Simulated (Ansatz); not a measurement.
The compound is Mg2Si (space group Fm-3m, No. 225), taken as a calculation's input that goes back to an entry of the Crystallography Open Database (an earlier step may have relaxed or displaced it).

```cif
data_structure
_symmetry_space_group_name_H-M 'Fm-3m'
_symmetry_Int_Tables_number 225
_cell_length_a 6.3261
_cell_length_b 6.3261
_cell_length_c 6.3261
_cell_angle_alpha 90.000
_cell_angle_beta 90.000
_cell_angle_gamma 90.000
_cell_volume 253.17
loop_
_atom_site_label
_atom_site_type_symbol
_atom_site_symmetry_multiplicity
_atom_site_Wyckoff_symbol
_atom_site_fract_x
_atom_site_fract_y
_atom_site_fract_z
_atom_site_occupancy
Mg1 Mg 8 c 0.25000 0.75000 0.75000 1
Si1 Si 4 a 0.00000 0.00000 0.00000 1
```

Describe how the polyhedra about Mg are linked (bonds: Mg–Si below 3.1 Å).

Mg: MgSi4 tetrahedron, sharing edges with six neighbours and corners with 16 neighbours.

They form a three-dimensional framework of corner- and edge-sharing tetrahedra.

Centre to centre across a shared edge: 3.16 Å; across a shared corner: 4.47 to 5.48 Å.

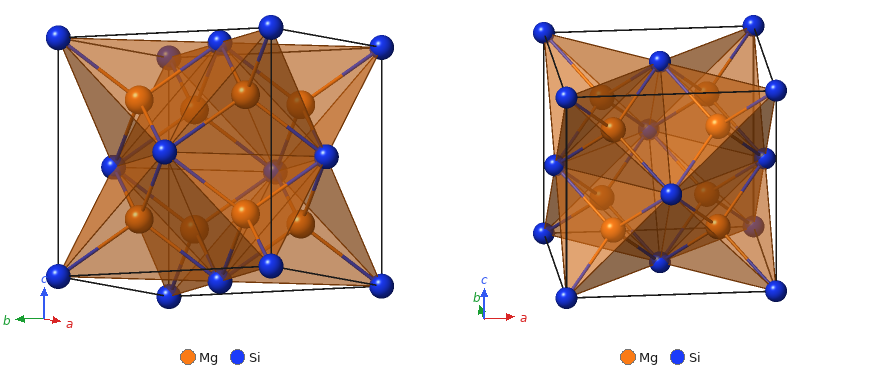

Polyhedra are drawn about Mg (bonds: Mg–Si below 3.1 Å); other atoms are plain spheres. Two views of the same piece.
